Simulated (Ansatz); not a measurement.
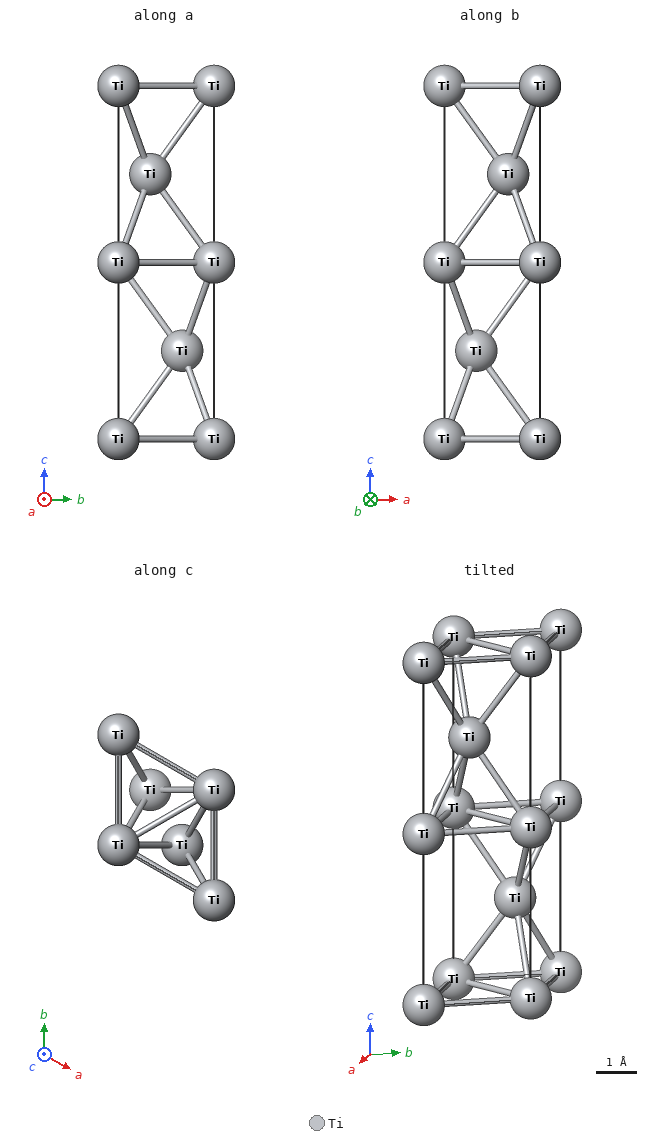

The figure gives a ball-and-stick picture of the atoms, viewed along the a axis, along the b axis, along the c axis and slightly off an axis. The lines enclose the conventional unit cell; boundary atoms appear with their images.

Lattice parameters: a = 2.816 Å, b = 2.816 Å, c = 9.011 Å, α = 90.00°, β = 90.00°, γ = 120.00°. Put a along x and b in the xy plane.

Q: Write down what is shown as a POSCAR file.

A:
```
Ti
1.0
     2.816    0.000    0.000
    -1.408    2.439    0.000
     0.000    0.000    9.011
Ti
4
Direct
  0.0000 0.0000 0.0000
  0.0000 0.0000 0.5000
  0.3333 0.6667 0.2500
  0.6667 0.3333 0.7500
```

The cell started as a structure type filled with this element by a generator (whether the element takes this form wasn't checked). Earlier steps of the study may have refined or changed the cell and positions. It went into a calculation with Ansatz.

At this level of theory the cell isn't at rest (compressed, at 11 GPa), so its distances can differ from those at equilibrium, the more so the softer the solid.
